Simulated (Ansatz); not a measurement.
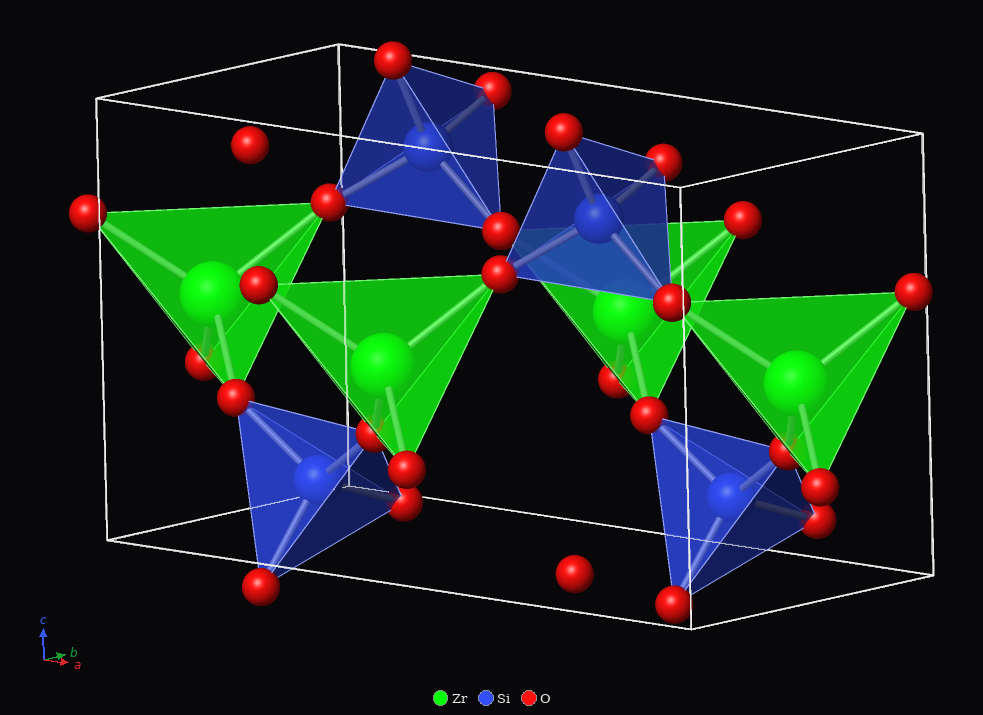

Drawn in the polyhedral manner and seen from a general direction. The wireframe shows the conventional unit cell. A few atoms beyond the faces are included.

ZrSi₂O₆, space group C2 (No. 5), a = 9.97 Å, b = 5.01 Å, c = 5.90 Å, α = 90.00°, β = 91.80°, γ = 90.00°.

The numbers come from DFT PBE, scalar-relativistic, plane waves, PAW in Ansatz 0.2.0, using a 420 eV plane-wave basis, k-points about 0.27 Å⁻¹ apart, Gaussian smearing of 0.02 eV, no spin polarisation.

**Predict the gap.**

An insulator at this level, with a gap of 5.16 eV, indirect; the smallest direct gap is 5.40 eV.

The cell started as a structure type filled with these elements by a generator (whether the compound takes this form wasn't checked). Earlier steps of the study may have refined or changed the cell and positions. An electronic-structure calculation with Ansatz was run on it.
